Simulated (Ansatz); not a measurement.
The calculation's input:

```
crystal:
  lattice:
    - [2.2439220657, 1.2955290104, 3.9481622614]
    - [-2.2439220657, 1.2955290104, 3.9481622614]
    - [0.0, -2.5910580157, 3.9481622631]
  atoms:
    - { symbol: Al, position: [0.0, 0.0, 0.0] }
    - { symbol: Al, position: [0.5, 0.5, 0.5] }
    - { symbol: H, position: [0.8757177281, 0.6242822719, 0.25] }
    - { symbol: H, position: [0.25, 0.8757177281, 0.6242822719] }
    - { symbol: H, position: [0.6242822719, 0.25, 0.8757177281] }
    - { symbol: H, position: [0.1242822719, 0.3757177281, 0.75] }
    - { symbol: H, position: [0.75, 0.1242822719, 0.3757177281] }
    - { symbol: H, position: [0.3757177281, 0.75, 0.1242822719] }
basis:
  ecutwfc: 500
kpoints:
  mp_grid: { grid: [6, 6, 6] }
  band_path:
    path:
      - [[0.0, 0.0, 0.0], [0.5, 0.5, 0.5], [0.76155175, 0.23844825, 0.5]]
      - [[0.5, -0.23844825, 0.23844825], [0.5, 0.0, 0.0], [0.0, 0.0, 0.0], [0.36922413, -0.36922413, 0.0]]
      - [[0.63077587, 0.0, 0.36922413], [0.5, 0.0, 0.5], [0.0, 0.0, 0.0]]
    npoints: 14
hamiltonian:
  xc: r2scan
scf:
  occupations: { method: gaussian, width: 0.02 }
  n_extra_bands: 20
output:
  forces: true
  stress: true
  eigenvalues: true
  populations: true
  dos: { projected: true, de: 0.02, nscf_kmesh: { grid: [9, 9, 9] } }
  bader: true
  write_density: true
  write_potential: true
  elf: true
  volumetric_format: npy
```

Launched as:

```sh
ansatz run input.yaml --threads 1 --pin off --max-ram 2560MiB --backend cpu --events-out ev --progress --plain --runs-dir out
```

Below, planes, directions and counts refer to the conventional cell (a = 4.49 Å, b = 4.49 Å, c = 11.84 Å, α = 90.00°, β = 90.00°, γ = 120.00°).

Space group R-3c; a structure generated by program, which may or may not match a known phase; computed pressure about −2 GPa in this cell.

These are results of DFT r2SCAN, scalar-relativistic, plane waves, PAW (Ansatz 0.2.0), not measurements.

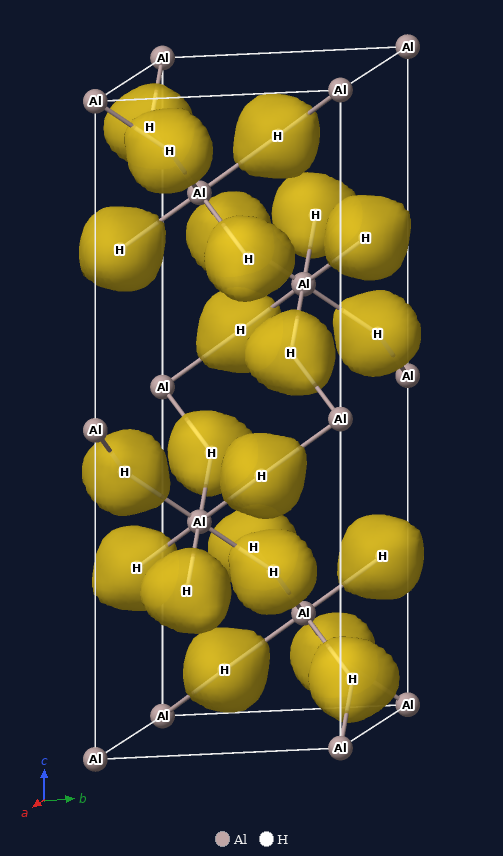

AlH3. Isosurface of the electron localisation function at 0.9 (yellow), seen slightly off an axis. Core shells and regions of very low density are left out. Sticks mark near contacts.

In a PAW calculation such maps are meaningful between the atoms, not at the nuclei.

Where are the electrons localised?

The surface consists of 18 regions around hydrogen nuclei, counted in one cell of 24 atoms. Regions shared between cells count once. Profiles from the grid: Al–H (1.72 Å): the ELF climbs to about 1 towards the hydrogen.

How much charge does the calculation move between the atoms?

Electrons move from Al towards H. Bader charges: Al +2.37 and H −0.79 e.
